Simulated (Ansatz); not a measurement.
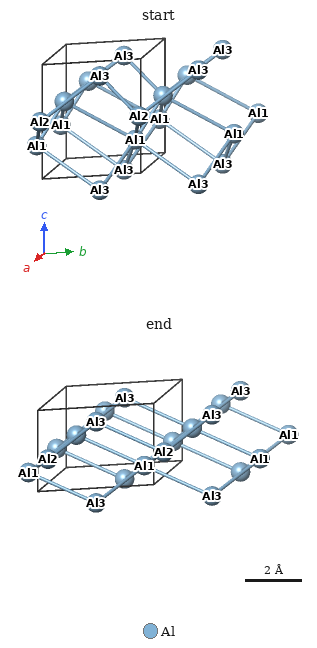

The structure of a crystal of Al (built on the trigonal selenium_152 type) (coarse preliminary run) before (top) and after (bottom) a relaxation, at one scale.

Style: ball-and-stick. Shown: the cell of the calculation, repeated 2 × 2 × 1 with one cell outlined, slightly off an axis.

Case: trigonal selenium type (P3_121, No. 152).

The calculation used DFT r2SCAN, scalar-relativistic, plane waves, PAW (Ansatz 0.2.0). Set-up: plane-wave cutoff 500 eV; k-point mesh 6 × 6 × 4; occupations gaussian; smearing width 0.1 eV; no spin polarisation; cell and atoms relaxed; force threshold 0.04 eV/Å; at most 70 steps.

Describe what moved and what it gained.

Answer. Over 11 accepted moves (12 points after the start) the energy falls by 1906 meV per atom. Largest force component: 9.6 eV/Å at the start, 0.0026 eV/Å at the end. The pressure goes from 43.86 to 0.09 GPa. At 1 point the geometry stayed and the basis and grid were re-selected for the new cell (energy shift of 1.1 meV per atom at most each time). The largest moves relative to the cell, 0.47 Å, are those of Al1, Al2 and Al3. Al2 goes along +b. Cell: a = b 3.716 → 4.363 Å (+17.4 %), c 4.216 → 2.996 Å (−28.9 %). Volume −2.0 %. Near-neighbour distances that change, for instance: Al1–Al2 2.020 → 2.710 Å, Al1–Al2 (another image) 2.924 → 2.710 Å. Bond angles that change, for instance: Al2–Al1–Al3 103.1° → 72.8°, Al2–Al1–Al2 78.9° → 107.2°, Al2–Al1–Al3 99.0° → 72.8°. The space group (tolerance 0.01 Å) goes from P3_121 (No. 152) to R-3m (No. 166).

Limits of the set-up: the k-point mesh is coarse for a cell with partly filled bands.
